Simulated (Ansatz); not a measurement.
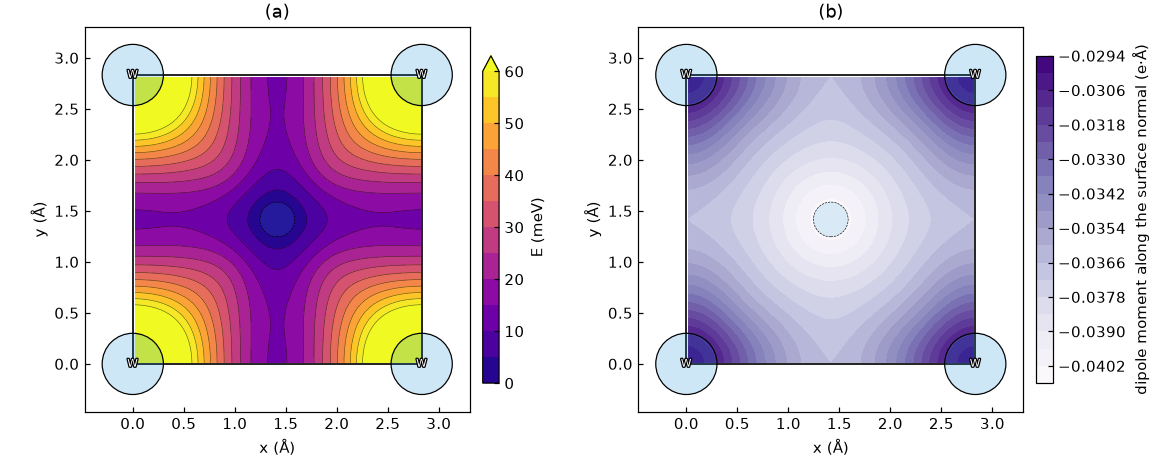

Si on a W(100) slab cut from the Fm-3m phase, its upper half relaxed before the scan (12 atoms of substrate and one adsorbate in a 2 × 2 cell). Si is moved over the surface cell at a fixed height above a rigid substrate; the origin of the map has the adsorbate above W9; the height is held at 2.50 Å. Places are given modulo a cell vector. The map is drawn in real space over the plane of the surface. Grid: 6 × 6 points; 10 points were computed and 26 follow by symmetry. Places are given in fractions of the 1 × 1 surface cell. Energies are in meV, from the lowest grid point. The runs have no spin polarisation, so an open-shell adsorbate far from the surface lies too high. At a fixed height the lowest place need not be the adsorption site. Theory: DFT PBE+D3(BJ), scalar-relativistic, plane waves, PAW (Ansatz). Settings: cutoff 420 eV, k-mesh 5×5×1, gaussian smearing 0.1 eV, no spin polarisation.

Panel (a) is the energy; panel (b) is the computed dipole moment along the surface normal, in e·Å.

Drawn: filled contours, labelled circles for the atoms of the top layer and small ones for the second layer, the outline of one cell of the plane, one colour for all values above the top of the scale. Between grid points the surface is interpolated.

Question: How does the dipole moment along the surface normal vary over the map, and what is it at the lowest grid point?

Answer: It runs from −0.04 e·Å at a fourfold hollow over a second-layer W atom, (3/6, 3/6) of the cell vectors to −0.03 e·Å at the top site over a surface W atom, (0/6, 0/6) of the cell vectors. At the lowest grid point, a fourfold hollow over a second-layer W atom, (3/6, 3/6) of the cell vectors, it is −0.04 e·Å.

| second ↓, first → | 0/6 | 1/6 | 2/6 | 3/6 | 4/6 | 5/6 |
| --- | --- | --- | --- | --- | --- | --- |
| 5/6 | −0.03 | −0.03 | −0.04 | −0.04 | −0.04 | −0.03 |
| 4/6 | −0.04 | −0.04 | −0.04 | −0.04 | −0.04 | −0.04 |
| 3/6 | −0.04 | −0.04 | −0.04 | −0.04 | −0.04 | −0.04 |
| 2/6 | −0.04 | −0.04 | −0.04 | −0.04 | −0.04 | −0.04 |
| 1/6 | −0.03 | −0.03 | −0.04 | −0.04 | −0.04 | −0.03 |
| 0/6 | −0.03 | −0.03 | −0.04 | −0.04 | −0.04 | −0.03 |

PAW datasets: the set soft_1.
